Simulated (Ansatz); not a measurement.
**Co: single-point calculation**

- system: Co (P6/mmm, 3 atoms in the cell)
- method: DFT, BLYP, plane waves (420 eV) with PAW, scalar-relativistic, no spin polarisation (Ansatz 0.2.0)

Figures and captions count atoms from 1; the log counts them from 0 in places.

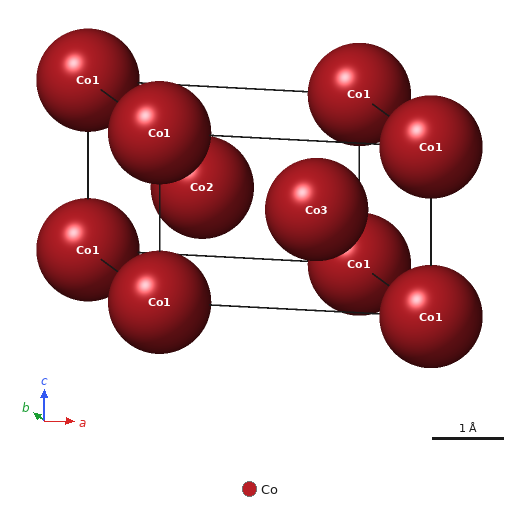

Figure 1. The input geometry (spheres-only view of the cell of the calculation, seen slightly off an axis; atoms are numbered from 1 in the order of the input).

**Input file**
```yaml
crystal:
  lattice:
    - [3.9651980975, 0.0, 0.0]
    - [-1.9825990488, 3.4339622835, 0.0]
    - [0.0, 0.0, 2.4364600606]
  atoms:
    - { symbol: Co, position: [0.0, 0.0, 0.0] }
    - { symbol: Co, position: [0.3333333333, 0.6666666667, 0.5] }
    - { symbol: Co, position: [0.6666666667, 0.3333333333, 0.5] }
hamiltonian:
  xc: blyp
  pseudopotentials:
    kind: paw
    azcp:
      Co: "pseudopotentials/Co.paw.azcp"
basis:
  ecutwfc: 420
  fft_grid_basis: typed
kpoints:
  mp_grid: { grid: [12, 12, 17], shift: [0, 0, 0] }
magnetization:
  spin_polarized: false
scf:
  occupations: { method: fermi_dirac, width: 0.1 }
```

Run on 2 threads of an Arm (aarch64) CPU, shared host.

**What the program printed**
```
Engine: ansatz 0.2.0, aarch64-unknown-linux-gnu
Pseudopotentials: kind: paw
Pseudopotential: Co, paw, valence charge 17, recommended cutoff 420 eV (normal), [file]
Functional definition: BLYP
  parameter beta = 0.0042
  parameter a = 0.04918
  parameter b = 0.132
  parameter c = 0.2533
  parameter d = 0.349
  exchange = b88_x(beta = beta)
  correlation = lyp_c(a = a, b = b, c = c, d = d)
Crystal: 3 atoms, lattice volume = 33.176 Å³
Basis set: ecut = 420 eV, 633 PW (Γ), exchange–correlation on 54×54×36 points (8 copies of the dense FFT grid, shifted against one another)
Bands: 31, of which v1, the nominal top of the filled ones, is band 26 counted from 1 (25 counted from 0)
Symmetry: 24 space group operations
Space group: P6/mmm (ITA 191), of the structure as read, at distance tolerance 3.2e-5 Å
k-points: 171 of 2448
Non-local potential: Co, projectors of the file, l = 0: 3, l = 1: 2, l = 2: 3, l = 3: 1
PAW form: soft (Blöchl's): semilocal exchange-correlation on the pseudo side does not see the compensation charge
PAW frozen core: Co, regenerated for the run's functional, and the local potential with it (the file was generated under x = pbe(κ = 0.804, μ = 0.2195149727645171), c = pbe(β = 0.06672455060314922))
PAW one-centre angular grid: Co, 590 points (default); XC on 64 Gauss nodes
Initial density: superposition of atomic densities (neutral atoms: chi_scale 0, normalization atom), corrected by the library's trained network
Initial wavefunctions: pseudopotential atomic-orbital guess
Functional: x = b88, c = lyp
SCF iter   1: F=—  HF=-15401.900820 eV  |F-HF|=—  |Δ(HF+E_count)|=         —  Δρ=3.76e-2  dr2=3.20e-1  ethr=1.77e-3  ⟨swp⟩=4.4  Hψ=16803  notcnv=0
preconditioner: auto → none  [metal: Δε(μ)=0.002 eV  Ē_g=5.141 eV  σ=0.100 eV  W_gap=0.01  n_scr=8 (ndim 8)  ℏωp=33.5 eV  f_vac=0.000  D(μ)=9.95/eV (n_scr^D=232)  sad-step TF]
SCF iter   2: F=—  HF=-15401.871262 eV  |F-HF|=—  |Δ(HF+E_count)|=   2.96e-2  Δρ=2.35e-2  dr2=1.56e-1  ethr=6.27e-4  ⟨swp⟩=2.0  Hψ=7171  notcnv=0
SCF iter   3: F=—  HF=-15401.858285 eV  |F-HF|=—  |Δ(HF+E_count)|=   1.30e-2  Δρ=5.01e-3  dr2=6.85e-3  ethr=3.07e-4  ⟨swp⟩=1.0  Hψ=5306  notcnv=0
SCF iter   4: F=—  HF=-15401.858797 eV  |F-HF|=—  |Δ(HF+E_count)|=   5.12e-4  Δρ=3.44e-3  dr2=1.17e-3  ethr=1.34e-5  ⟨swp⟩=2.0  Hψ=6866  notcnv=0
SCF iter   5: F=—  HF=-15401.858491 eV  |F-HF|=—  |Δ(HF+E_count)|=   3.06e-4  Δρ=6.12e-4  dr2=5.61e-5  ethr=2.29e-6  ⟨swp⟩=1.1  Hψ=5314  notcnv=0
SCF iter   6: F=—  HF=-15401.858541 eV  |F-HF|=—  |Δ(HF+E_count)|=   4.99e-5  Δρ=1.02e-4  dr2=1.25e-6  ethr=1.10e-7  ⟨swp⟩=2.1  Hψ=6716  notcnv=0
SCF iter   7: F=—  HF=-15401.858541 eV  |F-HF|=—  |Δ(HF+E_count)|=   3.78e-7  Δρ=3.74e-5  dr2=1.40e-7  ethr=2.45e-9  ⟨swp⟩=2.1  Hψ=7509  notcnv=0
SCF iter   8: F=-15401.858541 eV  HF=-15401.858541 eV  |F-HF|=1.30e-8  |Δ(HF+E_count)|=   6.42e-8  Δρ=6.46e-6  dr2=3.18e-9  ethr=1.96e-10  ⟨swp⟩=2.4  Hψ=11074  notcnv=0
SCF 1 converged in 8 iterations: F = -15401.858541 eV  dr2 = 3.18e-9
  greatest PAW one-centre occupation: 1.000 electrons in one spin orbital (limit 2), on the Co atom at site 2 (counted from 0), in its partial waves of l = 1
SCF converged after 8 iterations
Free energy (F): -15401.858541 eV
Harris-Foulkes:  -15401.858541 eV  (|F-HF|=1.30e-8)
Internal energy: -15401.544241 eV  (E = F + TS)
E sigma→0 (E₀):  -15401.701391 eV
Entropy (-TS):   -0.314300 eV (-104.767 meV/atom)
Fermi energy:    18.602943 eV
--- Per-component energies (eV) ---
  E_band       = -725.162315
  E_kinetic    = 1363.929757
  E_local      = -8620.295375  (includes V_loc(G=0)·N_el)
  E_nonlocal   = 1361.050575
  E_hartree    = 3622.989033
  E_xc         = -472.060609
  E_vxc        = -607.126818  (∫ρ·V_xc dr)
  E_paw        = -4578.643645  (= ΣΔE_a)
  E_vpaw       = -1468.700632  (= ΣTr[D̂ρ^β])
  E_aug_tail   = 0.000154  (compensation charges beyond the density's cutoff)
  E_ewald      = -8078.535402
  E_core_change = 0.021271  (= ΣΔE_core)
  E_smearing   = -0.314300  (= −TS)
  E_closure    = 0.000000  (closes the sum)
  Σ components = -15401.858541   (vs F -15401.858541, Δ=0.00e0)
```

**Summary**

- outcome: converged
- space group (tolerance 0.01 Å): P6/mmm (191)
- electrons treated: 51
- free energy: −15401.8585 eV
- Fermi energy: 18.603 eV
- wall time: 3 s (CPU time 5.8 s)
- peak memory: 0.39 GiB

**Remarks**

The run has no spin polarisation, so a magnetic state may lie lower.
